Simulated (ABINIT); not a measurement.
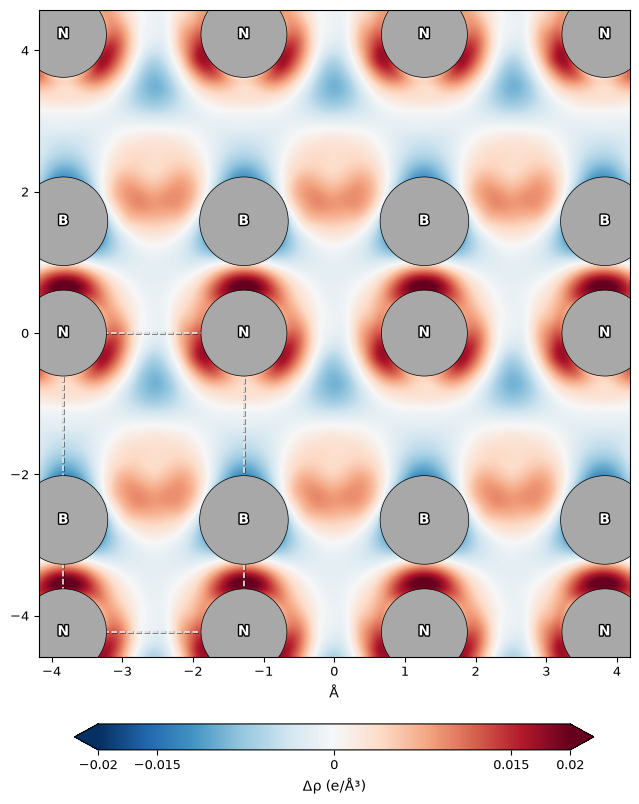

BN. Difference of the valence pseudo-densities of two functionals at the same geometry, on the (100) plane of the calculation cell: one of HSE06 and PBE less the other.

Both computed with ABINIT (plane waves, pseudopotentials), on the same k-point mesh. Grey discs cover the atomic cores.

```
N B
1.0
     2.55394    0.00000    0.00000
    -1.27697    2.21178    0.00000
     0.00000    0.00000    4.22685
N B
2 2
Cartesian
  0.0000 1.4745 0.5295
  1.2770 0.7373 2.6430
  0.0000 1.4745 2.1122
  1.2770 0.7373 4.2257
```

> Which was subtracted from which, and what does the map show?

It is HSE06 less PBE. Against PBE, HSE06 gives more density around N (+0.011 e/Å³ on average at 0.8 Å from the nucleus) and a change of +0.017 e/Å³ at the midpoint of B–N.
